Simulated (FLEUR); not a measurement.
**A series of single points on Ta**

System: Ta (Fm-3m, 1 atom in the cell).
Method: Kohn-Sham DFT of a periodic cell, PBEsol, all-electron, no spin polarisation (FLEUR MaX-R8.1 (later development tree)).

The 7 runs differ only in the geometry, by an even scaling of the cell at fixed fractional positions. The structure derives from an entry of the Crystallography Open Database.

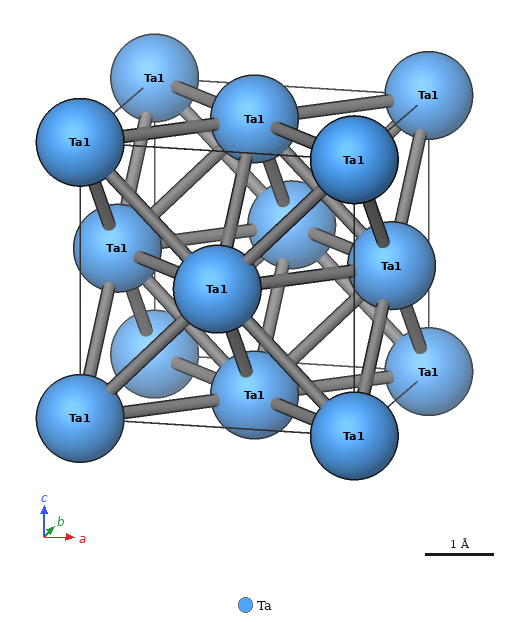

Figure 1. The structure of run 4 (ball-and-stick view of the cell 4 times as large as that of the calculation, set on its symmetry axes, seen slightly off an axis; atoms are numbered from 1 in the order of the input). An atom can appear more than once, as a periodic image.

**Input of run 4**
```
<?xml version="1.0" encoding="UTF-8" standalone="no"?>
<fleurInput fleurInputVersion="0.39">
   <comment>
      Ta                                                                                                  
   </comment>
   <calculationSetup>
      <cutoffs Kmax="4.1" Gmax="12.7" GmaxXC="12.7" numbands="0"/>
      <scfLoop itmax="60" minDistance="0.00001" maxIterBroyd="15" imix="Anderson" alpha="0.05" precondParam="0.0" spinf="2.0" sdNocoIR="T"/>
      <coreElectrons ctail="T" frcor="F" kcrel="0" coretail_lmax="0"/>
      <xcFunctional name="PBEs" relativisticCorrections="F"/>
      <magnetism jspins="1"/>
      <soc l_soc="F" theta="0.0" phi="0.0" spav="F"/>
      <expertModes spex="0" secvar="F"/>
      <geometryOptimization l_f="T" forcealpha="1.0" forcemix="BFGS" epsdisp="0.0005" epsforce="0.0002"/>
      <ldaU l_linMix="F" mixParam="0.05" spinf="1.0"/>
   </calculationSetup>
   <cell>
      <bzIntegration valenceElectrons="27.0" mode="hist" fermiSmearingEnergy="0.00183747">
         <kPointListSelection listName="default-1"/>
         <!-- k-points included here -->
         <xi:include xmlns:xi="http://www.w3.org/2001/XInclude" href="kpts.xml"> </xi:include>
      </bzIntegration>
      <!-- symmetry operations included here -->
      <xi:include xmlns:xi="http://www.w3.org/2001/XInclude" href="sym.xml"> </xi:include>
      <bulkLattice scale="1.0">
         <bravaisMatrix>
            <row-1>    0.0000000000000000     3.9873221229059994     3.9873221229059994</row-1>
            <row-2>    3.9873221229059994     0.0000000000000000     3.9873221229059994</row-2>
            <row-3>    3.9873221229059994     3.9873221229059994     0.0000000000000000</row-3>
         </bravaisMatrix>
      </bulkLattice>
   </cell>
   <atomSpecies>
      <species name="Tantalum (Ta)" element="Ta" atomicNumber="73">
         <mtSphere radius="2.56" gridPoints="863" logIncrement="0.015"/>
         <atomicCutoffs lmax="10" lnonsphr="10"/>
         <electronConfig flipSpins="F">
            <coreConfig>(1s1/2) (2s1/2) (2p1/2) (2p3/2) (3s1/2) (3p1/2) (3p3/2) (4s1/2) (3d3/2) (3d5/2) (4p1/2) (4p3/2) (4d3/2) (4d5/2)</coreConfig>
            <valenceConfig>(5s1/2) (5p1/2) (5p3/2) (6s1/2) (4f5/2) (4f7/2) (5d3/2) (5d5/2)</valenceConfig>
            <stateOccupation state="(5d3/2)" spinUp="0.600000" spinDown="0.600000"/>
            <stateOccupation state="(5d5/2)" spinUp="0.900000" spinDown="0.900000"/>
         </electronConfig>
         <energyParameters s="6" p="6" d="5" f="4"/>
         <lo type="SCLO" l="0" n="5" eDeriv="0"/>
         <lo type="SCLO" l="1" n="5" eDeriv="0"/>
         <lo type="SCLO" l="2" n="5" eDeriv="2"/>
         <lo type="SCLO" l="3" n="4" eDeriv="2"/>
      </species>
   </atomSpecies>
   <atomGroups>
      <atomGroup species="Tantalum (Ta)">
         <relPos label="                   1">.0000000000 .0000000000 .0000000000</relPos>
         <force calculate="T" relaxXYZ="TTT"/>
      </atomGroup>
   </atomGroups>
   <output dos="F" band="F" slice="F">
      <checks vchk="F" cdinf="F"/>
      <bandDOS minEnergy="-.5*Htr" maxEnergy="0.5*Htr" sigma="0.015" storeEVData="T"/>
      <vacuumDOS vacdos="F" integ="F" star="F" nstars="0" locx1="0.0" locy1="0.0" locx2="0.0" locy2="0.0" nstm="0" tworkf="0.0"/>
      <unfoldingBand unfoldBand="F" supercellX="1" supercellY="1" supercellZ="1"/>
      <plotting iplot="0" polar="F">
         <plot TwoD="T" vec1="  1.0  0.0  0.0" vec2="  0.0  1.0  0.0" vec3="  0.0  0.0  1.0" zero="  0.0  0.0  0.0" file="plot"/>
      </plotting>
      <chargeDensitySlicing numkpt="0" minEigenval="0.0" maxEigenval="0.0" nnne="0" pallst="F"/>
      <specialOutput eonly="F"/>
      <moessbauerParams electricFieldGradient="T" isomerShift="T" coreHyperfine="T" valenceHyperfine="T"/>
      <magneticCircularDichroism mcd="F" energyLo="-10.0" energyUp="0.0"/>
   </output>
  <!-- We include the file relax.xml here to enable relaxations (see documentation) -->
  <xi:include xmlns:xi="http://www.w3.org/2001/XInclude" href="relax.xml"> <xi:fallback/> </xi:include>
</fleurInput>
```

Command:
```bash
inpgen -f crystal.txt -profile fastHighL; fleur_MPI
```

Run 2 has the same physical settings and fractional positions; its lattice vectors (Å) are:
```
   0.000000    2.081483    2.081483
   2.081483    0.000000    2.081483
   2.081483    2.081483    0.000000
```

**Results, with one run withheld**

| run | volume per atom (Å³) | free energy per atom, from the lowest run given (meV) |
| --- | --- | --- |
| 1 | 17.661 | 10.80 |
| 2 | 18.036 | ? |
| 3 | 18.412 | 0.00 |
| 4 | 18.788 | 8.69 |
| 5 | 19.164 | 25.83 |
| 6 | 19.539 | 50.60 |
| 7 | 19.915 | 82.24 |

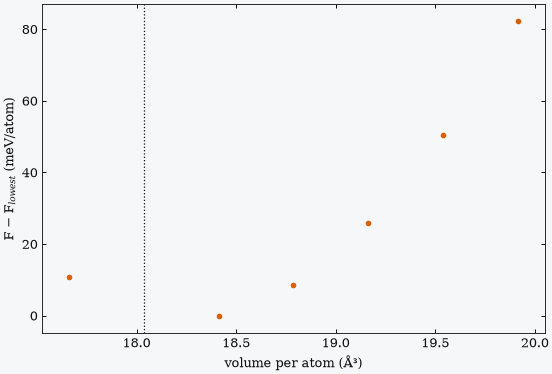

Figure 2. Free energy per atom of the runs given; the dotted line marks run 2.

Fit the runs given and predict run 2.

A cubic polynomial in V^(−2/3) (the Birch–Murnaghan form), fitted to the 6 runs given, misses them by at most 0.05 meV per atom. With x = V^(−2/3) − 0.14099 Å⁻², it reads F = 12.553 − 8177.6 x + 1.2377e+06 x² − 2.2344e+06 x³ (meV per atom). At run 2 it gives 0.38 meV per atom, and the run itself gives 0.39. The fit has its minimum at 18.239 Å³ per atom, where V d²F/dV² gives 198 GPa: the bulk modulus at this level, since symmetry fixes the shape and the positions.

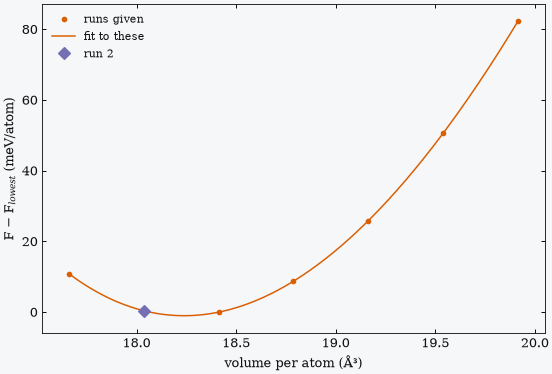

Figure 3. The fit and the withheld run.

**Output (run 2)**
```
Welcome to FLEUR        (www.flapw.de)
      MaX-Release 8.1          (www.max-centre.eu)

 ========== k-point set info ==========
 Selected k-point list: default-1
 k-point list type: mesh
 11 x 11 x 11
 Number of k points: 56

 ------------Calculation Setup---------------------------
 Number of MPI-tasks      :            1
 Number of PE/node        :            1
 Number of OMP-threads    :            1
 Most efficient MPI parallelization for:
           1           2           4           7           8          14          28          56
 Additional eigenvalue parallelization possible
 Number of basis functions:          178
 Approximate size of matrices (H+S) per k-point:         0.000 GB
 --------------------------------------------------------

 Iteration:     1   Distance:      10.92280004 me/bohr^3

 Iteration:     2   Distance:       9.84030433 me/bohr^3

 Iteration:     3   Distance:       5.16856163 me/bohr^3

 Iteration:     4   Distance:       1.25814308 me/bohr^3

 Iteration:     5   Distance:       1.12186494 me/bohr^3

 Iteration:     6   Distance:       0.21508458 me/bohr^3

 Iteration:     7   Distance:       0.06374372 me/bohr^3

 Iteration:     8   Distance:       0.02272295 me/bohr^3

 Iteration:     9   Distance:       0.00429272 me/bohr^3

 Iteration:    10   Distance:       0.00320809 me/bohr^3

 Iteration:    11   Distance:       0.00010066 me/bohr^3

 Iteration:    12   Distance:       0.00009306 me/bohr^3

 Iteration:    13   Distance:       0.00000386 me/bohr^3

 ********************************************************************
 Run finished successfully
 Stop message:
   all done
 ********************************************************************
```

Notes: Spin–orbit coupling is left out, which matters for Ta.
